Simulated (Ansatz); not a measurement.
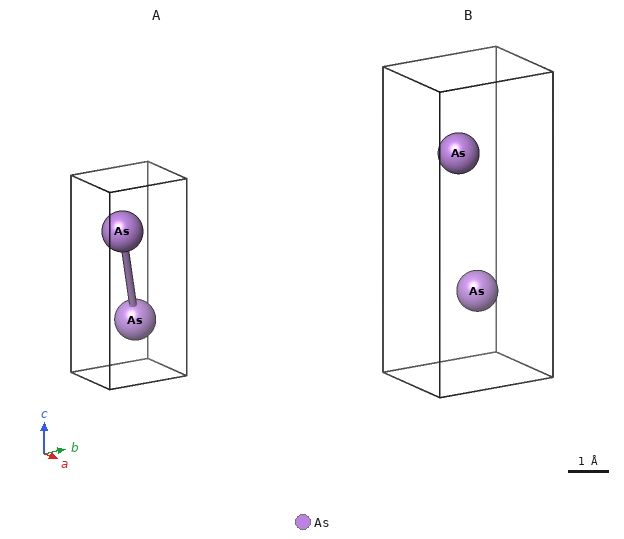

Two geometries of solid As (set up in P6_3/mmc) (coarse preliminary run), drawn at one scale. One is the start of a relaxation, the other its converged end. The picture is a ball-and-stick view of the cell of the calculation, seen slightly off an axis.

Method: Ansatz 0.2.0, DFT PBE, scalar-relativistic, plane waves, PAW. Set-up: plane-wave cutoff 420 eV; k-point mesh 6 × 6 × 4; occupations gaussian; smearing width 0.1 eV; no spin polarisation; cell and atoms relaxed; force threshold 0.0325 eV/Å; at most 70 steps.

### Which geometry has the lower energy?

Structure A is the relaxed one. Case: 6 of 6 Li taken out, relaxed. No atom moves by more than 0.005 Å relative to the cell. The volume changes by −70.1 %, with a = b 4.361 → 2.968 Å (−32.0 %), c 7.794 → 5.026 Å (−35.5 %). Among the contacts that change: As–As 4.640 → 3.042 Å, As–As 4.361 → 2.968 Å. The space group stays P6_3/mmc (No. 194). After 10 accepted moves (11 points after the start) the energy has fallen by 5.540 eV per cell of the calculation. All forces vanish by symmetry, so only the cell relaxes. The pressure goes from −5.58 to −0.10 GPa. At 1 point the geometry stayed and the basis and grid were re-selected for the new cell (energy shift of 1.7 meV per cell of the calculation at most each time). The run took 7.7 s on 2 threads of Intel(R) Xeon(R) 6975P-C (Granite Rapids), with other jobs on the host, peak memory 0.51 GiB.
